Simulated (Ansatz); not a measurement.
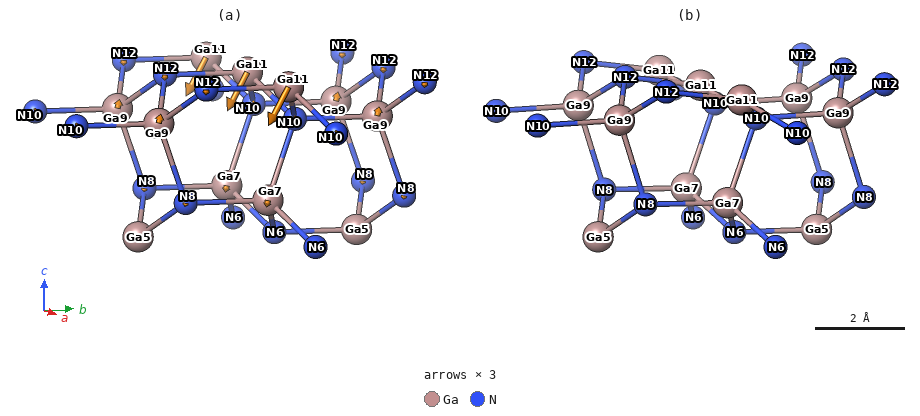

The structure of a slab of composition GaN (cut from the P6_3mc phase) before (left) and after (right) a constrained relaxation, at one scale. The orange arrows give the displacements, magnified 3 times.

Style: ball-and-stick. Shown: the atoms within 5.0 Å of the atom that moves most (axes of the 3 × 1 repeat of the cell, outlined in the plane, without the vacuum), slightly off an axis.

Case: clean slab, lower half held. The slab is the (1 0 0) face of GaN. 6 atoms are held fixed.

These are results of DFT PBEsol, scalar-relativistic, plane waves, PAW in Ansatz 0.2.0, not measurements.

Input file:
```yaml
crystal:
  lattice:
    - [3.1825784901, 0.0, 0.0]
    - [0.0, 5.1854260745, 0.0]
    - [0.0, 0.0, 23.4311189179]
  atoms:
    - { symbol: Ga, position: [0.0, 0.0008058933, 0.362765433] }
    - { symbol: "N", position: [0.0, 0.6241941067, 0.362765433] }
    - { symbol: Ga, position: [0.5, 0.5008058933, 0.4019753093] }
    - { symbol: "N", position: [0.5, 0.1241941067, 0.4019753093] }
    - { symbol: Ga, position: [0.5, 0.0008058933, 0.4803950619] }
    - { symbol: "N", position: [0.5, 0.6241941067, 0.4803950619] }
    - { symbol: Ga, position: [0.0, 0.5008058933, 0.5196049381] }
    - { symbol: "N", position: [0.0, 0.1241941067, 0.5196049381] }
    - { symbol: Ga, position: [0.0, 0.0008058933, 0.5980246907] }
    - { symbol: "N", position: [0.0, 0.6241941067, 0.5980246907] }
    - { symbol: Ga, position: [0.5, 0.5008058933, 0.637234567] }
    - { symbol: "N", position: [0.5, 0.1241941067, 0.637234567] }
basis:
  ecutwfc: 420
kpoints:
  mp_grid: { grid: [8, 5, 1] }
hamiltonian:
  xc: pbesol
scf:
  occupations: { method: gaussian, width: 0.05 }
output:
  forces: true
  eigenvalues: true
  write_density: true
  write_potential: true
  elf: true
  volumetric_format: npy
relax:
  adjacent_minimum: "off"
  f_tol: 0.03
  max_steps: 70
  constraints: [{ sites: [0, 1, 2, 3, 4, 5] }]
efield:
  axis: 3
  dipole_correction: true
  ramp_width: 0.04
```

Launched with:
```bash
ansatz run input.yaml --threads 2 --pin off --max-ram 5120MiB --backend cpu --events-out ev --progress --plain --runs-dir out
```

### What changed between the two?

The largest move is that of Ga11, 0.34 Å at 29° to the normal (−c side). Largest moves by element: Ga 0.34 Å, N 0.05 Å. The cell doesn't change. Near-neighbour distances that change, for instance: Ga11–N12 1.953 → 1.812 Å, N8–Ga9 1.946 → 2.038 Å, Ga7–N10 1.946 → 2.023 Å, Ga9–N12 1.946 → 1.885 Å. Among the angles between lasting bonds that change: Ga7–N10–Ga11 109.7° → 99.1°, N10–Ga11–N12 109.2° → 118.5°, Ga9–N10–Ga11 109.2° → 115.2°. After 5 geometry steps the energy has fallen by 0.537 eV per cell of the calculation. The largest force component goes from 2.1 to 0.0073 eV/Å.
